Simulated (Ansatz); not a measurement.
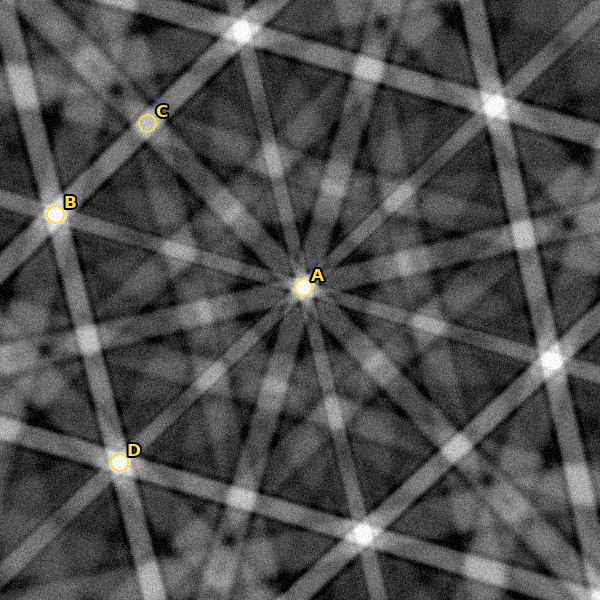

Simulated Kikuchi (electron backscatter) pattern at 20 kV: kinematic bands of width 2θ(Bragg) in gnomonic projection, seen from the camera side; the frame spans ±37° from its centre. Crystal: Ge, space group P6_3/mmc (No. 194), a = 3.086 Å, c = 4.780 Å (hexagonal axes). Structure: the input geometry of an electronic-structure calculation (not necessarily at equilibrium); the starting structure was generated, so it need not be a known form of this composition.

Pole A is [001] and pole B is [-1-11].

### Index the poles C and D.

C is [-2-12], 29.2° from A and 15.7° from B. D is [0-11], 32.8° from A and 31.5° from B.

### Which band joins A and B, and how wide is it?

It comes from the planes common to both zones. The strongest order is 1 -1 0 with d = 2.672 Å, so the band is 2θ = 1.8° wide (λ = 0.0859 Å). Other orders of the same planes (2 -2 0) lie on the same centre line with other widths.
